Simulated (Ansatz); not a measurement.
## A series of single points on Cs

System: Cs (Fmmm, 1 atom in the cell).
Method: DFT PBEsol, scalar-relativistic, plane waves, PAW, no spin polarisation (Ansatz 0.2.0).

The 8 runs differ only in the geometry, by a strain of the cell at fixed fractional positions. Against run 5, the strain is εxx = −0.01 η, εxz = η and εzz = −0.01 η. The structure derives from an entry of the Crystallography Open Database.

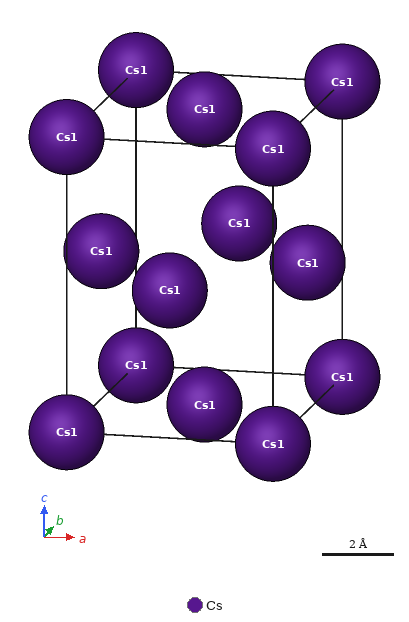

Figure 1. The structure of run 5 (spheres-only view of the cell 4 times as large as that of the calculation, set on its symmetry axes, seen slightly off an axis; atoms are numbered from 1 in the order of the input). An atom can appear more than once, as a periodic image.

### Input of run 5
```yaml
crystal:
  lattice:
    - [-2.988496875, 3.0225, 2.988496875]
    - [3.056503125, -3.0225, 3.056503125]
    - [2.988496875, 3.0225, -2.988496875]
  atoms:
    - { symbol: Cs, position: [0.0, 0.0, 0.0] }
basis:
  ecutwfc: 420
kpoints:
  mp_grid: { grid: [12, 12, 12] }
hamiltonian:
  xc: pbesol
scf:
  occupations: { method: gaussian, width: 0.15 }
output:
  forces: true
  stress: true
  eigenvalues: true
```

Command:
```bash
ansatz run input.yaml --threads 1 --pin off --max-ram 2560MiB --backend cpu --events-out ev --progress --plain --runs-dir out
```

Lattice vectors (Å) and fractional positions of run 5:
```
  -2.988497    3.022500    2.988497
   3.056503   -3.022500    3.056503
   2.988497    3.022500   -2.988497
Cs  0.000000  0.000000  0.000000
```

Run 3 differs from it as follows:
```diff
-    - [-2.988496875, 3.0225, 2.988496875]
-    - [3.056503125, -3.0225, 3.056503125]
-    - [2.988496875, 3.0225, -2.988496875]
+    - [-3.011165625, 3.0225, 3.011165625]
+    - [3.033834375, -3.0225, 3.033834375]
+    - [3.011165625, 3.0225, -3.011165625]
```

### Results, with one run withheld

| run | strain parameter η (%) | free energy per atom, from the lowest run given (meV) | pressure (GPa) |
| --- | --- | --- | --- |
| 1 | −4.1255 | 1.65 | −0.03 |
| 2 | −2.6253 | 0.33 | −0.03 |
| 3 | −0.7501 | ? | ? |
| 4 | −0.3750 | 0.00 | −0.03 |
| 5 | 0.0000 | 0.14 | −0.03 |
| 6 | 0.7501 | 0.57 | −0.03 |
| 7 | 1.1251 | 0.88 | −0.03 |
| 8 | 1.5002 | 1.23 | −0.03 |

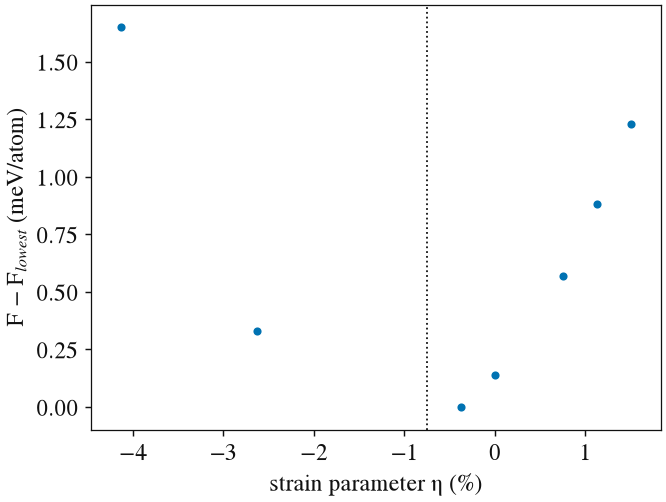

Figure 2. Free energy per atom of the runs given; the dotted line marks run 3.

Fit the runs given and predict run 3.

A cubic polynomial in the coordinate, fitted to the 7 runs given, misses them by at most 0.01 meV per atom. With x = η + 0.5358, it reads F = −0.041325 + 0.22948 x + 0.19456 x² − 0.00017255 x³ (meV per atom). At run 3 it gives −0.08 meV per atom, and the run itself gives −0.08. The fit has its minimum at η = −1.1251 %.

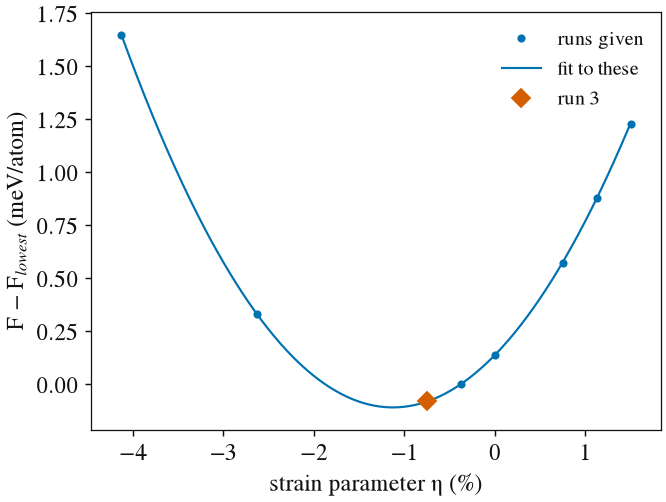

Figure 3. The fit and the withheld run.

### Output, shortened to warnings, some set-up lines, iterations and results (run 3)
```
Basis set: ecut = 420 eV, 2151 PW (Γ), exchange–correlation on 72×72×72 points (8 copies of the dense FFT grid, shifted against one another)
Symmetry: 8 space group operations
k-points: 280 of 1728
Initial density: superposition of atomic densities (neutral atoms: chi_scale 0, normalization atom), corrected by the library's trained network
[...]
SCF iter   1: F=—  HF=-5585.800356 eV  |F-HF|=—  |Δ(HF+E_count)|=         —  Δρ=4.97e-4  dr2=2.58e-4  ethr=1.77e-3  ⟨swp⟩=6.0  Hψ=20482  notcnv=0
SCF iter   2: F=—  HF=-5585.800686 eV  |F-HF|=—  |Δ(HF+E_count)|=   3.30e-4  Δρ=2.99e-4  dr2=1.10e-4  ethr=2.87e-6  ⟨swp⟩=2.2  Hψ=6133  notcnv=0
SCF iter   3: F=—  HF=-5585.800735 eV  |F-HF|=—  |Δ(HF+E_count)|=   4.91e-5  Δρ=7.23e-5  dr2=7.08e-6  ethr=1.23e-6  ⟨swp⟩=2.0  Hψ=3789  notcnv=0
SCF iter   4: F=—  HF=-5585.800735 eV  |F-HF|=—  |Δ(HF+E_count)|=   1.76e-7  Δρ=2.96e-5  dr2=2.54e-6  ethr=7.86e-8  ⟨swp⟩=2.0  Hψ=3582  notcnv=0
SCF iter   5: F=—  HF=-5585.800735 eV  |F-HF|=—  |Δ(HF+E_count)|=   2.62e-8  Δρ=1.27e-5  dr2=1.66e-7  ethr=2.82e-8  ⟨swp⟩=2.0  Hψ=3663  notcnv=0
SCF iter   6: F=-5585.800735 eV  HF=-5585.800735 eV  |F-HF|=1.56e-9  |Δ(HF+E_count)|=   5.75e-8  Δρ=1.48e-6  dr2=1.74e-9  ethr=1.11e-9  ⟨swp⟩=5.2  Hψ=12467  notcnv=0
SCF 1 converged in 6 iterations: F = -5585.800735 eV  dr2 = 1.74e-9
SCF converged after 6 iterations
Free energy (F): -5585.800735 eV
Harris-Foulkes:  -5585.800735 eV  (|F-HF|=1.56e-9)
Internal energy: -5585.784468 eV  (E = F + TS)
E sigma→0 (E₀):  -5585.792601 eV
Entropy (-TS):   -0.016267 eV (-16.267 meV/atom)
Fermi energy:    2.317319 eV
--- Per-component energies (eV) ---
  E_band       = -90.964108
  E_kinetic    = 140.939157
  E_local      = -387.317347  (includes V_loc(G=0)·N_el)
  E_nonlocal   = 31.289206
  E_hartree    = 135.109958
  E_xc         = -171.280705
  E_vxc        = -124.245782  (∫ρ·V_xc dr)
  E_paw        = -4983.577669  (= ΣΔE_a)
  E_vpaw       = -21.848706  (= ΣTr[D̂ρ^β])
  E_aug_tail   = -0.000001  (compensation charges beyond the density's cutoff)
  E_ewald      = -351.091227
  E_core_change = 0.144160  (= ΣΔE_core)
  E_smearing   = -0.016267  (= −TS)
  E_closure    = -0.000000  (closes the sum)
  Σ components = -5585.800735   (vs F -5585.800735, Δ=0.00e0)
--- Forces (eV/Å), atoms counted from 1 ---
  atom   1  Cs    -0.00000000    -0.00000000     0.00000000
  max |Σ_I F_I| component: 1.54e-33 eV/Å
--- Stress (GPa, compression-positive) ---
       -0.033976       0.000000      -0.010660
        0.000000      -0.033850      -0.000000
       -0.010660      -0.000000      -0.033976
  P = ⅓ Tr σ = -0.0339 GPa (-0.339 kbar)
```
